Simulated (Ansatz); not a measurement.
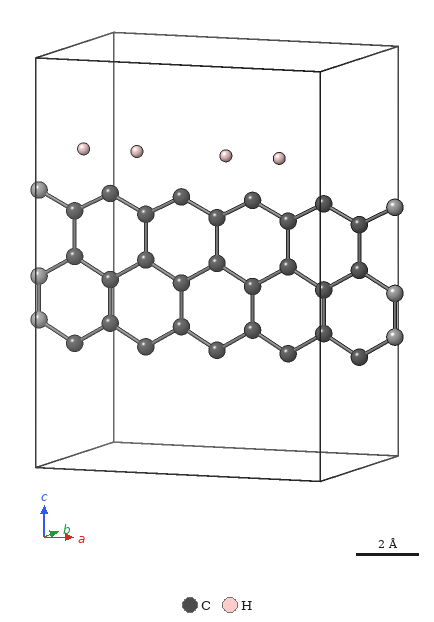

Fig. 1: The input geometry (ball-and-stick view of the 2 repeat of the cell, with the vacuum cut short, seen slightly off an axis; neighbours outside the cell are drawn fainter). An atom can appear more than once, as a periodic image.

Single-point calculation, with input and output: C$_{6}$H

System: C$_{6}$H (slab, 14 atoms in the cell).
Method: DFT PBE, scalar-relativistic, plane waves, PAW, PAW set soft_1, no spin polarisation (Ansatz 0.2.0).

The structure derives from a Materials Project entry. Figures and captions count atoms from 1; the log counts them from 0 in places.

### The program's output
```
Engine: ansatz 0.2.0, aarch64-unknown-linux-gnu
Pseudopotentials: kind: paw
Pseudopotential: C, paw, valence charge 4, recommended cutoff 420 eV (normal), [file]
Pseudopotential: H, paw, valence charge 1, recommended cutoff 420 eV (normal), [file]
Functional definition: PBE
  parameter kappa = 0.804
  parameter beta = 0.06672455060314922
  exchange = pbe_x(kappa = kappa, mu = beta*pi^2/3)
  correlation = pbe_c(beta = beta)
Crystal: 14 atoms, lattice volume = 964.416 Å³
Basis set: ecut = 420 eV, 18909 PW (Γ), exchange–correlation on 72×120×320 points (8 copies of the dense FFT grid, shifted against one another)
Bands: 39, of which v1, the nominal top of the filled ones, is band 25 counted from 1 (24 counted from 0)
Symmetry: 4 space group operations
Space group: Pmm2 (ITA 25), of the structure as read, at distance tolerance 9.9e-5 Å
k-points: 8 of 18
Non-local potential: C, projectors of the file, l = 0: 2, l = 1: 2, l = 2: 1
Non-local potential: H, projectors of the file, l = 0: 2, l = 1: 1
PAW form: soft (Blöchl's): semilocal exchange-correlation on the pseudo side does not see the compensation charge
PAW one-centre angular grid: C, 110 points (default); XC on 64 Gauss nodes
PAW one-centre angular grid: H, 110 points (default); XC on 64 Gauss nodes
Initial wavefunctions: pseudopotential atomic-orbital guess
Functional: x = pbe(κ = 0.804, μ = 0.2195149727645171), c = pbe(β = 0.06672455060314922)
SCF iter   1: F=—  HF=-3037.035494 eV  |F-HF|=—  |Δ(HF+E_count)|=         —  Δρ=4.49e-2  dr2=2.40e1  ethr=3.10e-3  p=-0.000 e·Å  D=-2.61e-7 V/Å  ΔV_dip=0.00 eV  dr2_dipole=1.43e0  V_vac-E_F(+/−)=8.63/8.63 eV  ⟨swp⟩=8.4  Hψ=1751  notcnv=0  defer=29
efield: sawtooth ramp at fractional position 0.7928 (placed from the atoms, in the widest stretch of the axis that holds none; the zero of the levels goes with the place), width 0.0400; the density the first Hamiltonian is built on has a dipole p = -0.000 e·Å; the dipole correction subtracts the counter field D = -2.61e-7 V/Å, which shifts the + side's vacuum level by +0.00 eV against the − side's; the planar-averaged density in the ramp window peaks in size at 7.0e-7 e/Å³
preconditioner: auto → LDOS  [metal: Δε(μ)=0.039 eV  Ē_g=13.094 eV  σ=0.100 eV  W_gap=0.22  n_scr=78 (ndim 8)  ℏωp=8.1 eV  f_vac=0.773  D(μ)=9.96/eV (n_scr^D=32)  β→1.0]
SCF iter   2: F=—  HF=-3032.016334 eV  |F-HF|=—  |Δ(HF+E_count)|=    5.02e0  Δρ=3.46e-2  dr2=4.56e1  ethr=3.10e-3  p=1.151 e·Å  D=2.16e-1 V/Å  ΔV_dip=-4.95 eV  dr2_dipole=1.35e1  V_vac-E_F(+/−)=2.61/7.57 eV  ⟨swp⟩=6.1  Hψ=941  notcnv=0  defer=54
SCF iter   3: F=—  HF=-3029.354689 eV  |F-HF|=—  |Δ(HF+E_count)|=    2.66e0  Δρ=9.52e-3  dr2=3.60e0  ethr=3.10e-3  p=0.327 e·Å  D=6.14e-2 V/Å  ΔV_dip=-1.41 eV  dr2_dipole=6.76e-1  V_vac-E_F(+/−)=5.51/6.92 eV  ⟨swp⟩=3.6  Hψ=659  notcnv=0  defer=60
SCF iter   4: F=—  HF=-3029.198133 eV  |F-HF|=—  |Δ(HF+E_count)|=   1.57e-1  Δρ=8.32e-3  dr2=1.51e0  ethr=3.10e-3  p=0.394 e·Å  D=7.40e-2 V/Å  ΔV_dip=-1.70 eV  dr2_dipole=5.34e-2  V_vac-E_F(+/−)=5.13/6.83 eV  ⟨swp⟩=2.2  Hψ=424  notcnv=0  defer=58
SCF iter   5: F=—  HF=-3029.047559 eV  |F-HF|=—  |Δ(HF+E_count)|=   1.51e-1  Δρ=3.21e-3  dr2=2.22e-1  ethr=3.02e-3  p=0.447 e·Å  D=8.38e-2 V/Å  ΔV_dip=-1.92 eV  dr2_dipole=9.51e-3  V_vac-E_F(+/−)=4.68/6.61 eV  ⟨swp⟩=2.1  Hψ=290  notcnv=0  defer=58
SCF iter   6: F=—  HF=-3029.045901 eV  |F-HF|=—  |Δ(HF+E_count)|=   1.66e-3  Δρ=4.98e-3  dr2=8.60e-1  ethr=4.44e-4  p=0.444 e·Å  D=8.33e-2 V/Å  ΔV_dip=-1.91 eV  dr2_dipole=1.72e-1  V_vac-E_F(+/−)=4.50/6.41 eV  ⟨swp⟩=2.1  Hψ=467  notcnv=0  defer=61  recentre
SCF iter   7: F=—  HF=-3029.023161 eV  |F-HF|=—  |Δ(HF+E_count)|=   2.27e-2  Δρ=1.91e-3  dr2=5.37e-2  ethr=4.44e-4  p=0.427 e·Å  D=8.02e-2 V/Å  ΔV_dip=-1.84 eV  dr2_dipole=5.80e-3  V_vac-E_F(+/−)=4.47/6.31 eV  ⟨swp⟩=2.1  Hψ=300  notcnv=0  defer=58
SCF iter   8: F=—  HF=-3029.019075 eV  |F-HF|=—  |Δ(HF+E_count)|=   4.09e-3  Δρ=1.22e-3  dr2=2.59e-2  ethr=1.07e-4  p=0.398 e·Å  D=7.47e-2 V/Å  ΔV_dip=-1.71 eV  dr2_dipole=4.93e-4  V_vac-E_F(+/−)=4.46/6.17 eV  ⟨swp⟩=2.6  Hψ=455  notcnv=0  defer=58
SCF iter   9: F=—  HF=-3029.018275 eV  |F-HF|=—  |Δ(HF+E_count)|=   8.01e-4  Δρ=7.23e-4  dr2=8.77e-3  ethr=5.19e-5  p=0.376 e·Å  D=7.05e-2 V/Å  ΔV_dip=-1.62 eV  dr2_dipole=2.39e-4  V_vac-E_F(+/−)=4.50/6.12 eV  ⟨swp⟩=2.6  Hψ=395  notcnv=0  defer=58
SCF iter  10: F=—  HF=-3029.018366 eV  |F-HF|=—  |Δ(HF+E_count)|=   9.09e-5  Δρ=6.62e-4  dr2=1.15e-2  ethr=1.75e-5  p=0.368 e·Å  D=6.90e-2 V/Å  ΔV_dip=-1.58 eV  dr2_dipole=7.69e-4  V_vac-E_F(+/−)=4.50/6.09 eV  ⟨swp⟩=2.5  Hψ=407  notcnv=0  defer=58
SCF iter  11: F=—  HF=-3029.017888 eV  |F-HF|=—  |Δ(HF+E_count)|=   4.78e-4  Δρ=3.21e-4  dr2=1.88e-3  ethr=1.75e-5  p=0.369 e·Å  D=6.92e-2 V/Å  ΔV_dip=-1.59 eV  dr2_dipole=1.56e-4  V_vac-E_F(+/−)=4.49/6.08 eV  ⟨swp⟩=1.0  Hψ=254  notcnv=0  defer=58
SCF iter  12: F=—  HF=-3029.017766 eV  |F-HF|=—  |Δ(HF+E_count)|=   1.22e-4  Δρ=1.66e-4  dr2=4.61e-4  ethr=3.77e-6  p=0.372 e·Å  D=6.98e-2 V/Å  ΔV_dip=-1.60 eV  dr2_dipole=2.71e-5  V_vac-E_F(+/−)=4.48/6.09 eV  ⟨swp⟩=1.2  Hψ=260  notcnv=0  defer=58
SCF iter  13: F=—  HF=-3029.017815 eV  |F-HF|=—  |Δ(HF+E_count)|=   4.88e-5  Δρ=7.50e-5  dr2=1.16e-4  ethr=9.21e-7  p=0.373 e·Å  D=6.99e-2 V/Å  ΔV_dip=-1.60 eV  dr2_dipole=1.18e-5  V_vac-E_F(+/−)=4.49/6.09 eV  ⟨swp⟩=2.6  Hψ=404  notcnv=0  defer=58
SCF iter  14: F=—  HF=-3029.017820 eV  |F-HF|=—  |Δ(HF+E_count)|=   5.61e-6  Δρ=2.36e-5  dr2=1.26e-5  ethr=2.32e-7  p=0.373 e·Å  D=7.00e-2 V/Å  ΔV_dip=-1.60 eV  dr2_dipole=1.06e-6  V_vac-E_F(+/−)=4.49/6.09 eV  ⟨swp⟩=2.1  Hψ=375  notcnv=0  defer=58
SCF iter  15: F=—  HF=-3029.017946 eV  |F-HF|=—  |Δ(HF+E_count)|=   1.25e-4  Δρ=1.77e-5  dr2=6.11e-6  ethr=2.53e-8  p=0.373 e·Å  D=6.99e-2 V/Å  ΔV_dip=-1.60 eV  dr2_dipole=2.64e-7  V_vac-E_F(+/−)=4.49/6.09 eV  ⟨swp⟩=2.2  Hψ=467  notcnv=0  defer=58
SCF iter  16: F=—  HF=-3029.017948 eV  |F-HF|=—  |Δ(HF+E_count)|=   2.13e-6  Δρ=1.14e-5  dr2=3.07e-6  ethr=1.22e-8  p=0.372 e·Å  D=6.99e-2 V/Å  ΔV_dip=-1.60 eV  dr2_dipole=3.02e-7  V_vac-E_F(+/−)=4.49/6.09 eV  ⟨swp⟩=1.0  Hψ=254  notcnv=0  defer=58
SCF iter  17: F=—  HF=-3029.017948 eV  |F-HF|=—  |Δ(HF+E_count)|=   7.40e-7  Δρ=3.37e-6  dr2=1.11e-7  ethr=6.13e-9  p=0.372 e·Å  D=6.98e-2 V/Å  ΔV_dip=-1.60 eV  dr2_dipole=2.92e-11  V_vac-E_F(+/−)=4.49/6.09 eV  ⟨swp⟩=1.0  Hψ=254  notcnv=0  defer=58
SCF iter  18: F=-3029.017949 eV  HF=-3029.017949 eV  |F-HF|=1.81e-7  |Δ(HF+E_count)|=   2.98e-7  Δρ=1.90e-6  dr2=5.09e-8  ethr=2.00e-10  p=0.372 e·Å  D=6.98e-2 V/Å  ΔV_dip=-1.60 eV  dr2_dipole=3.40e-9  V_vac-E_F(+/−)=4.49/6.09 eV  ⟨swp⟩=35.2  Hψ=3756  notcnv=0
SCF 1 converged in 18 iterations: F = -3029.017949 eV  dr2 = 5.09e-8
  greatest PAW one-centre occupation: 0.698 electrons in one spin orbital (limit 2), on the C atom at site 1 (counted from 0), in its partial waves of l = 0
```

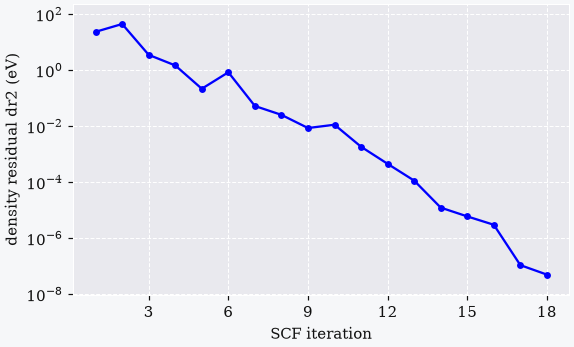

Fig. 2: Convergence of the self-consistent field: density residual dr2 against the SCF iteration. The residual comes down, with one marked jump up, by a factor of about 4, at step 6.

```
WARN: The output density's exchange-correlation potential varies sharply where the density is thin. Do not read a vacuum level from v_tot or v_xc, or from such a field of the output density. On a cell that repeats whose density bears no net charge and no dipole along the vacuum's axis use v_es (v_loc + v_h of the components); under efield.dipole_correction with no amplitude use v_es + v_field, which holds any external_charges[].barrier, or the levels of the report's work_function block, which leave it out; under a non-zero efield.amplitude the vacuum is tilted and has no level; on a cell that repeats and bears such a dipole with no correction it is tilted too, and efield.dipole_correction with no amplitude gives each side of its ramp a level where efield: is served; in a cell that repeats whose density bears a net charge (total_charge, or a fill off its count) it is curved and has none; of a slab under crystal.periodic whose density bears no net charge use v_es, which has a level on each side, short of where the two are joined; of another it falls or rises all the way out and has none; of a slab beside external_charges read slab_vacuum_level instead, which it has where they leave it neutral. The grid or the basis barely resolves most such structure, and the values can differ between equally converged runs; as a rule a tighter scf.convergence.dr2_threshold does not remove it. Where the density itself ripples (under the LDA too) a higher basis.ecutwfc lessens it. The files hold the spikes' plane waves up to the density's cutoff. Files: v_tot_of_output_density and the like, and their columns of v_z.tsv (output.write_potential); v_xc_of_output_density and the like, and their columns of v_comp_z.tsv (output.write_potential_components). Measured: with its Gaussian average of σ = 0.25 Å subtracted twice, the exchange-correlation potential is over 0.1 eV at 1811 of the grid points where the equally averaged density (valence and model cores) is under 1e-3 e/Å³, and 1.03 eV at the most among them, at an averaged density of 8.6e-6 e/Å³. The input density's (outcome.potential() and, of a run that writes arrays, v_tot and v_xc) is over 0.1 eV, so measured, at 1851 points of its own thin density, 0.844 eV at the most. See output.write_potential in the manual, Limitations
SCF converged after 18 iterations
Free energy (F): -3029.017949 eV
Harris-Foulkes:  -3029.017949 eV  (|F-HF|=1.81e-7)
Internal energy: -3028.946701 eV  (E = F + TS)
E sigma→0 (E₀):  -3028.982325 eV
Entropy (-TS):   -0.071248 eV (-5.089 meV/atom)
Fermi energy:    -3.819511 eV
Dipole field:    D = 0.069795 V/Å  (p = 0.371989 e·Å, saw-weighted, corrected)
Work function:   Φ+ = 4.4863 eV   Φ− = 6.0876 eV
Levels:          The Fermi level and band energies are counted from a zero that moves with the ramp; work functions are not
--- Per-component energies (eV) ---
  E_band       = -597.961194
  E_kinetic    = 1059.010048
  E_local      = -16433.328354  (includes V_loc(G=0)·N_el)
  E_nonlocal   = 286.123311
  E_hartree    = 7641.254563
  E_xc         = -569.849734
  E_vxc        = -701.540766  (∫ρ·V_xc dr)
  E_paw        = -1199.895058  (= ΣΔE_a)
  E_vpaw       = -92.612918  (= ΣTr[D̂ρ^β])
  E_aug_tail   = -0.001055  (compensation charges beyond the density's cutoff)
  E_efield     = 0.012982  (sawtooth field / dipole correction)
  E_vefield    = 1.881019  (∫n·V_field dr)
  E_ewald      = 6187.726595
  E_smearing   = -0.071248  (= −TS)
  E_closure    = 0.000000  (closes the sum)
  Σ components = -3029.017949   (vs F -3029.017949, Δ=0.00e0)
--- Forces (eV/Å), atoms counted from 1 ---
  atom   1  C     -0.07242973     0.00000000     1.99272515
  atom   2  C      0.07242973     0.00000000     1.99272515
  atom   3  C      0.00000000     0.00000000    -3.32057455
  atom   4  C      0.00000000     0.00000000    -3.11158065
  atom   5  C      0.00000000     0.00000000     0.94260822
  atom   6  C      0.00000000     0.00000000     1.06032225
  atom   7  C      0.15817495     0.00000000     0.83132631
  atom   8  C     -0.15817495     0.00000000     0.83132631
  atom   9  C     -0.36216239     0.00000000    -2.10409128
  atom  10  C      0.36216239     0.00000000    -2.10409128
  atom  11  C      0.00000000     0.00000000     2.60665891
  atom  12  C      0.00000000     0.00000000     2.73795573
  atom  13  H      0.64770159     0.00000000    -1.17762761
  atom  14  H     -0.64770159     0.00000000    -1.17762761
  max |Σ_I F_I| component: 5.51e-5 eV/Å
--- Band table (eV; the first three rows and the last of 8) ---
  k-point 0: bands = ["-22.6258", "-21.0795", "-18.7181", "-18.4836", "-18.4169", "-16.9481", "-16.7098", "-14.9057", "-14.8095", "-14.4543", "-11.1940", "-11.1060", "-10.8904", "-10.6338", "-10.0058", "-9.0495", "-8.8184", "-8.0730", "-7.1622", "-6.9538", "-6.0257", "-6.0010", "-5.2983", "-4.1838", "-3.8459", "-3.7806", "-3.5739", "-2.9200", "-1.6729", "-1.1704", "-1.0570", "-0.2498", "0.0748", "0.7903", "1.2290", "1.4075", "1.8679", "2.1393", "2.5916"]
  k-point 1: bands = ["-22.6258", "-21.0795", "-18.7181", "-18.4836", "-18.4169", "-16.9481", "-16.7098", "-14.9057", "-14.8095", "-14.4543", "-11.1940", "-11.1059", "-10.8904", "-10.6340", "-10.0059", "-9.0497", "-8.8185", "-8.0730", "-7.1622", "-6.9539", "-6.0256", "-6.0009", "-5.2980", "-4.1838", "-3.8460", "-3.7799", "-3.5738", "-2.9202", "-1.6731", "-1.1591", "-1.0572", "-0.2834", "0.3525", "0.8901", "1.1285", "1.5107", "1.7167", "2.0118", "2.1925"]
  k-point 2: bands = ["-22.5049", "-20.9638", "-19.6609", "-18.6092", "-18.2662", "-16.7965", "-16.0039", "-15.4773", "-14.3871", "-13.5199", "-11.8889", "-10.9160", "-10.5484", "-10.4861", "-10.4084", "-9.3226", "-8.9041", "-8.0622", "-7.6508", "-7.1688", "-6.8047", "-5.8989", "-5.4562", "-4.0857", "-3.7738", "-3.7558", "-3.3111", "-3.0608", "-1.3817", "-1.2130", "-0.2794", "0.2108", "0.2397", "0.9310", "1.3960", "1.5285", "2.0267", "2.3050", "2.7531"]
  k-point 7: bands = ["-21.5868", "-21.4996", "-20.1173", "-19.9423", "-17.7894", "-17.6578", "-14.1431", "-13.9556", "-13.1296", "-12.9708", "-12.1813", "-12.1122", "-10.6736", "-10.6337", "-10.2505", "-9.8994", "-9.3636", "-9.2867", "-7.9953", "-7.8449", "-7.6771", "-5.6879", "-5.6507", "-5.5808", "-3.8924", "-3.8895", "-2.2057", "-1.7080", "-1.1501", "-0.9793", "1.3199", "1.5086", "1.8683", "1.9027", "2.3025", "2.3413", "2.5718", "2.5719", "2.9948"]
```

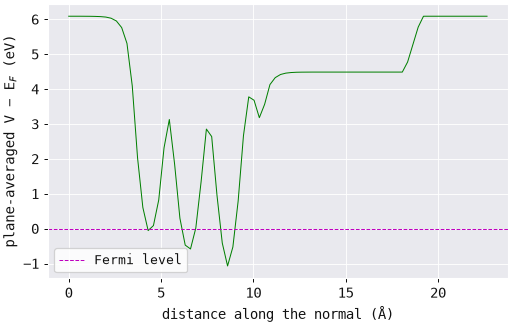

Fig. 3: Plane average of the electrostatic potential energy of an electron across the cell, from the Fermi level. The vacuum level lies 4.49 eV above the Fermi level on the upper side and 6.09 eV on the lower.

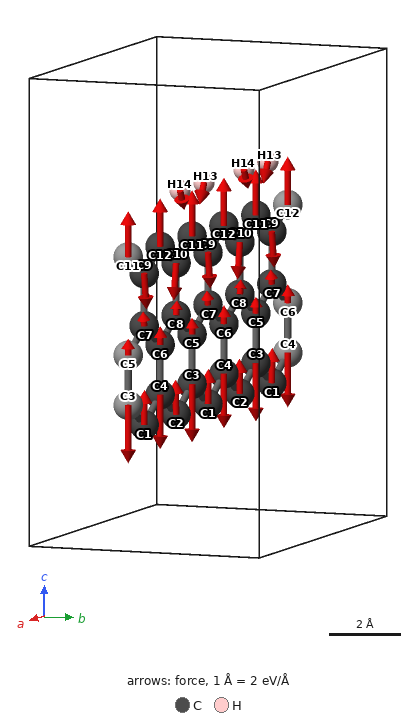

Fig. 4: Forces on the atoms as red arrows (ball-and-stick view of the 2 repeat of the cell, with the vacuum cut short, seen slightly off an axis; neighbours outside the cell are drawn fainter; atoms are numbered from 1 in the order of the input). The largest act on C3 (3.32 eV/Å); C4 (3.11 eV/Å); C12 (2.74 eV/Å); C11 (2.61 eV/Å), among others. The geometry is not a stationary point of this energy.

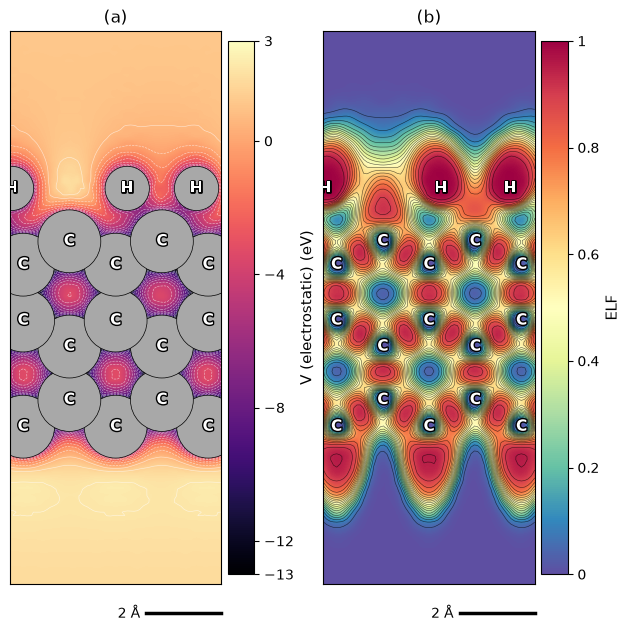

Fig. 5: (a) electrostatic potential (local pseudopotential plus Hartree) felt by an electron; (b) ELF on the (010) plane of the calculation cell, a cut from vacuum to vacuum. Grey discs, where drawn, cover atomic cores. Atoms in the plane: C and H. C–C (1.38 Å): the ELF peaks at about 0.95 between the atoms (localised, shared-pair bonding). C–C (1.42 Å): the ELF peaks at about 0.95 between the atoms (localised, shared-pair bonding). The fields are those of the smooth PAW valence density.

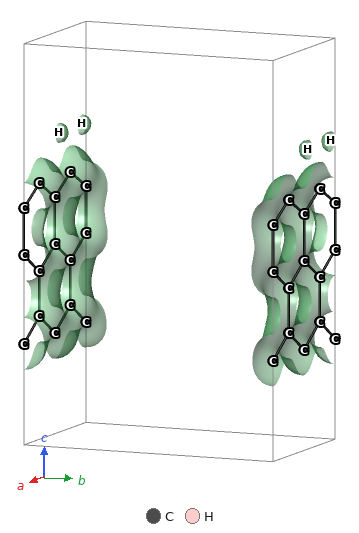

Fig. 6: Isosurface of the valence pseudo-density at 0.6 e/Å³ (green), seen slightly off an axis. Sticks mark near contacts. At this value the density is joined into chains; it holds about 65 % of the electrons treated as valence. It is pinched off along the C–H (1.69 Å) contacts. On the grid the lowest density along these lines, outside the cores, is 2.2 e/Å³ (C–C, 1.38 Å), 0.47 e/Å³ (C–H, 1.69 Å), 2 e/Å³ (C–C, 1.42 Å) and 1.8 e/Å³ (C–C, 1.49 Å).

The run was set up as follows.

### Input
```yaml
crystal:
  lattice:
    - [4.9326910638, 0.0, 0.0]
    - [0.0, 8.5222964205, 0.0]
    - [0.0, 0.0, 22.9416055954]
  atoms:
    - { symbol: C, position: [0.0, 0.0, 0.174355713] }
    - { symbol: C, position: [0.5, 0.0, 0.174355713] }
    - { symbol: C, position: [0.25, 0.0, 0.2053898368] }
    - { symbol: C, position: [0.75, 0.0, 0.2053898368] }
    - { symbol: C, position: [0.25, 0.0, 0.2674580844] }
    - { symbol: C, position: [0.75, 0.0, 0.2674580844] }
    - { symbol: C, position: [0.0, 0.0, 0.2977124344] }
    - { symbol: C, position: [0.5, 0.0, 0.2977124344] }
    - { symbol: C, position: [0.0, 0.0, 0.3626190265] }
    - { symbol: C, position: [0.5, 0.0, 0.3626190265] }
    - { symbol: C, position: [0.25, 0.0, 0.3897550046] }
    - { symbol: C, position: [0.75, 0.0, 0.3897550046] }
    - { symbol: H, position: [0.0625769508, 0.0, 0.4512153935] }
    - { symbol: H, position: [0.4374230492, 0.0, 0.4512153935] }
basis:
  ecutwfc: 420
kpoints:
  mp_grid: { grid: [6, 3, 1] }
hamiltonian:
  xc: pbe
  pseudopotentials: { kind: paw, azcp: { folder: soft_1 } }
scf:
  occupations: { method: gaussian, width: 0.1 }
output:
  forces: true
  eigenvalues: true
  write_density: true
  write_potential: true
  elf: true
  volumetric_format: npy
efield:
  axis: 3
  dipole_correction: true
  ramp_width: 0.04
```

Launched with:
```bash
ansatz run input.yaml --threads 1 --pin off --max-ram 3072MiB --backend cpu --events-out ev --progress --plain --runs-dir out
```

### Key numbers

```csv
quantity,value
outcome,converged
electrons treated,50
free energy,−3029.0179 eV
"work function, top face",4.49 eV
"work function, bottom face",6.09 eV
Fermi energy,−3.820 eV
gap on the k-point mesh,none (metallic)
work function (upper face),4.49 eV
largest force (length of the vector),3.321 eV/Å
hardware,"1 thread of Arm Neoverse V2, 24 GiB of memory available, shared host"
wall time,55 s
peak memory,0.84 GiB
```

Warnings of the run: the exchange-correlation potential is rough where the density is thin.
